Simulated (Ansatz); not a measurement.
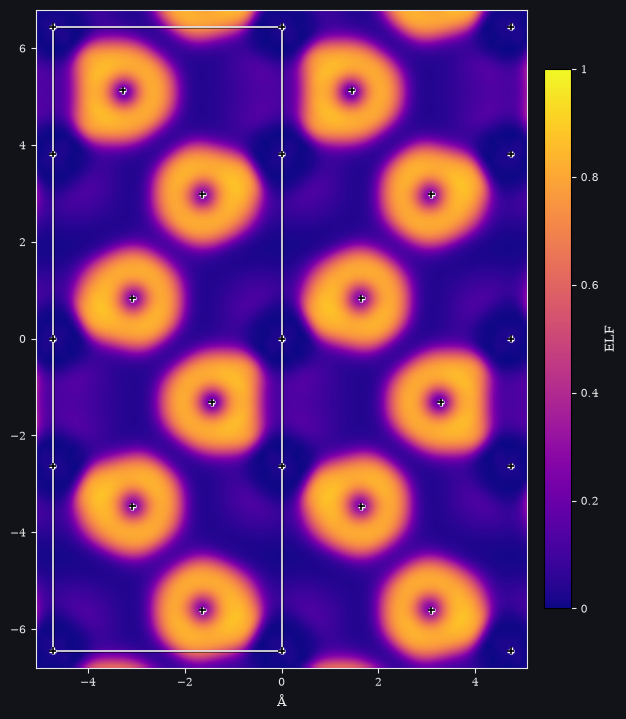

The ELF on a plane through atoms (crosses mark nuclei in the plane).

All numbers below come from DFT LDA, scalar-relativistic, plane waves, PAW in Ansatz 0.2.0.

Candidates:
A. TiN, a = 4.24 Å, b = 4.24 Å, c = 4.24 Å, α = 90.00°, β = 90.00°, γ = 90.00°. Space group Fm-3m; computed without spin polarisation.
B. GaP, a = 6.23 Å, b = 6.23 Å, c = 6.23 Å, α = 90.00°, β = 90.00°, γ = 90.00°. Space group Pa-3; a generated structure, not necessarily the stable one; computed pressure about 22 GPa in this cell.
C. Al$_{2}$O$_{3}$, a = 4.73 Å, b = 4.73 Å, c = 12.89 Å, α = 90.00°, β = 90.00°, γ = 120.00°. Space group R-3c; a generated structure, not necessarily the stable one.

Which candidate gave the map?

Candidate C: Al$_{2}$O$_{3}$ on the (100) plane of the conventional cell, which holds Al and O. Al–O (1.84 Å): the ELF peaks at about 0.85 in the valence shell of O, 0.7 Å from its nucleus, and is about 0.80 at the midpoint. Al–O (1.95 Å): the ELF peaks at about 0.85 in the valence shell of O, 0.7 Å from its nucleus, and is about 0.75 at the midpoint.
